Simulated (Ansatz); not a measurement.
System: BAs.

```
B As
1.0
     2.75535    0.00000    0.00000
     0.00000    2.75535    0.00000
     0.00000    0.00000    2.75535
B As
1 1
Direct
  0.50000 0.50000 0.50000
  0.00000 0.00000 0.00000
```

Space group Pm-3m; a generated structure, not necessarily the stable one; computed pressure about 30 GPa in this cell.

These are results of Ansatz 0.2.0, Kohn-Sham DFT of a periodic cell, PBE, Ansatz PAW, not measurements.

Q: What can the converged valence pseudo-density and electron localisation function tell about the bonding?

A: B–As (2.39 Å): ρ at the midpoint is about 0.42 e/Å³; the ELF peaks at about 0.70 between the atoms.
As–As (2.76 Å): ρ at the midpoint is about 0.28 e/Å³; the ELF is about 0.25 at the midpoint: no shared electron pair shows on this line.

Q: Metal or insulator at this level of theory?

A: It is metallic or semimetallic at this level of theory: no gap opens.

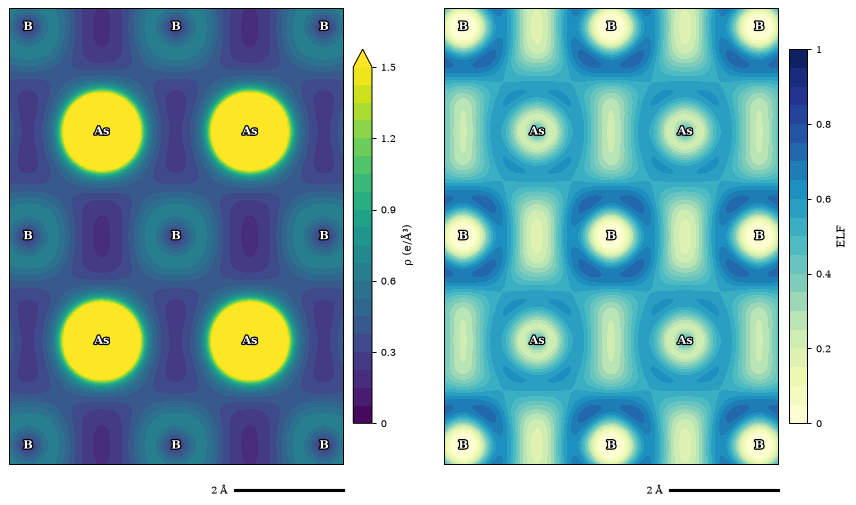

Computed valence pseudo-density and electron localisation function on the (11̄0) plane of the conventional cell, in this order. 

The density is the valence pseudo-density of a PAW calculation; it isn't the true density close to the nuclei.
